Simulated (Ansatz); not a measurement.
**Zn23S24 (cell charge −2, with a compensating background) (cell with a defect): density, localisation and related maps**

```cif
data_structure
_symmetry_space_group_name_H-M 'P 1'
_symmetry_Int_Tables_number 1
_cell_length_a 7.6240
_cell_length_b 7.6240
_cell_length_c 18.6900
_cell_angle_alpha 90.000
_cell_angle_beta 90.000
_cell_angle_gamma 120.000
_cell_volume 940.82
loop_
_atom_site_label
_atom_site_type_symbol
_atom_site_fract_x
_atom_site_fract_y
_atom_site_fract_z
_atom_site_occupancy
Zn1 Zn 0.01640 0.50820 0.99289 1
Zn2 Zn 0.49180 0.98360 0.99289 1
Zn3 Zn 0.49180 0.50820 0.99289 1
Zn4 Zn 0.00000 0.00000 0.50044 1
Zn5 Zn 0.99937 0.49968 0.50080 1
Zn6 Zn 0.50032 0.00063 0.50080 1
Zn7 Zn 0.50032 0.49968 0.50080 1
Zn8 Zn 0.16221 0.32443 0.16157 1
Zn9 Zn 0.16221 0.83779 0.16157 1
Zn10 Zn 0.66667 0.33333 0.15933 1
Zn11 Zn 0.67557 0.83779 0.16157 1
Zn12 Zn 0.33323 0.16661 0.67054 1
Zn13 Zn 0.33333 0.66667 0.67004 1
Zn14 Zn 0.83339 0.16661 0.67054 1
Zn15 Zn 0.83339 0.66677 0.67054 1
Zn16 Zn 0.33329 0.16665 0.33064 1
Zn17 Zn 0.33333 0.66667 0.33219 1
Zn18 Zn 0.83335 0.16665 0.33064 1
Zn19 Zn 0.83335 0.66671 0.33064 1
Zn20 Zn 0.16784 0.33569 0.84139 1
Zn21 Zn 0.16784 0.83216 0.84139 1
Zn22 Zn 0.66667 0.33333 0.83750 1
Zn23 Zn 0.66431 0.83216 0.84139 1
S1 S 0.00000 0.00000 0.12225 1
S2 S 0.00254 0.50127 0.12377 1
S3 S 0.49873 0.99746 0.12377 1
S4 S 0.49873 0.50127 0.12377 1
S5 S 0.00000 0.00000 0.62524 1
S6 S 0.99959 0.49980 0.62544 1
S7 S 0.50020 0.00041 0.62544 1
S8 S 0.50020 0.49980 0.62544 1
S9 S 0.16732 0.33465 0.29147 1
S10 S 0.16732 0.83268 0.29147 1
S11 S 0.66667 0.33333 0.28962 1
S12 S 0.66535 0.83268 0.29147 1
S13 S 0.33229 0.16615 0.79296 1
S14 S 0.33333 0.66667 0.79229 1
S15 S 0.83385 0.16615 0.79296 1
S16 S 0.83385 0.66771 0.79296 1
S17 S 0.33366 0.16683 0.45765 1
S18 S 0.33333 0.66667 0.45878 1
S19 S 0.83317 0.16683 0.45765 1
S20 S 0.83317 0.66634 0.45765 1
S21 S 0.15732 0.31465 0.96156 1
S22 S 0.15732 0.84268 0.96156 1
S23 S 0.66667 0.33333 0.96026 1
S24 S 0.68535 0.84268 0.96156 1
```

The calculation used DFT, PBE, plane-wave PAW, default files, scalar-relativistic (Ansatz 0.2.0).

In a PAW calculation such maps are meaningful between the atoms, not at the nuclei.

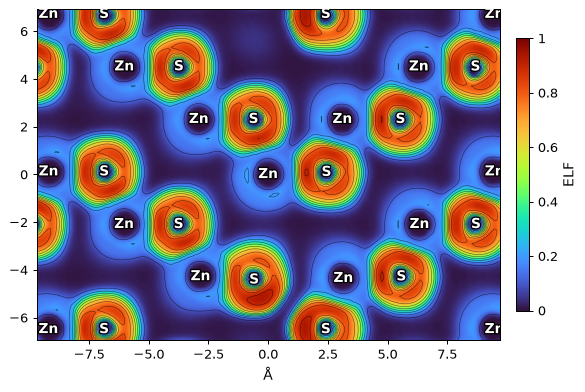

Figure 1. ELF on the (110) plane of the calculation cell.

**Read the bonding off the picture.**

- Atoms in the plane: Zn and S.
- Zn–S (2.33 Å): the ELF peaks at about 0.90 in the valence shell of S, 0.8 Å from its nucleus, and is about 0.55 at the midpoint.
- Zn–S (2.39 Å): the ELF peaks at about 0.90 in the valence shell of S, 0.8 Å from its nucleus, and is about 0.55 at the midpoint.
- Zn–S (2.45 Å): the ELF peaks at about 0.90 in the valence shell of S, 0.9 Å from its nucleus, and is about 0.50 at the midpoint.
- The ELF also peaks beside S, away from the bonds: lone-pair regions.

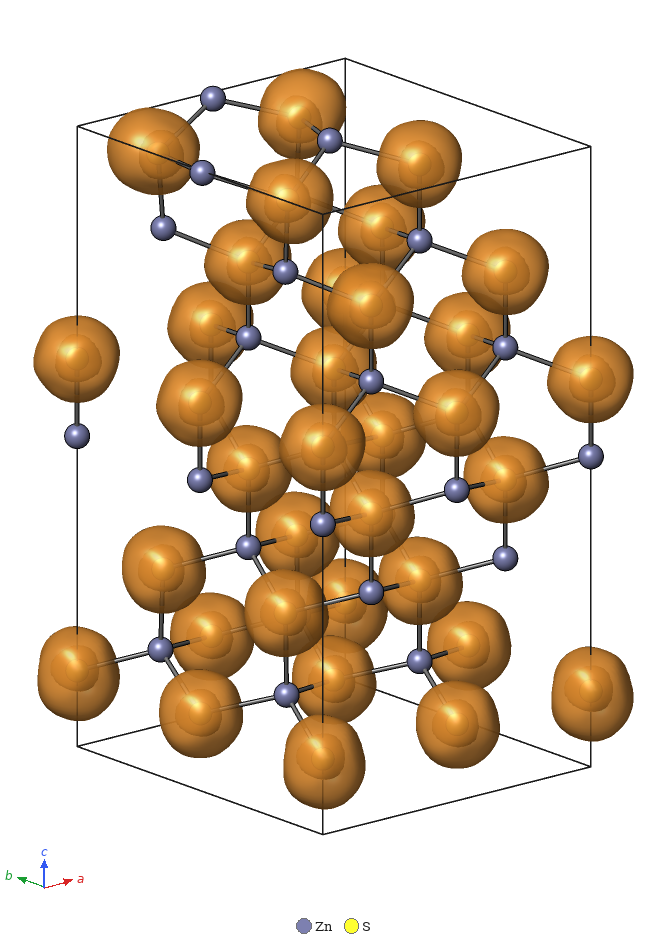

Figure 2. Isosurface of the ELF at 0.75 (orange), seen at an oblique angle. Only the valence region is drawn (cores and ρ < 0.01 e/Å³ removed). Sticks mark near contacts.

**Describe the localisation domains.**

At this value the surface marks out 24 regions wrapped around S (the valence shell of each), counted in one cell of 47 atoms. Any copies at cell faces, edges or corners count once. Along the contacts the grid gives the following. Zn–S (2.25 Å): the ELF peaks at about 0.85 in the valence shell of S, 0.8 Å from its nucleus, and is about 0.60 at the midpoint. Zn–S (2.29 Å): the ELF peaks at about 0.90 in the valence shell of S, 0.8 Å from its nucleus, and is about 0.60 at the midpoint.

**Does the calculation give a band gap?**

It is gapped, with a Kohn–Sham gap of 1.3 eV on the k-point mesh, an upper bound to the gap of this method.
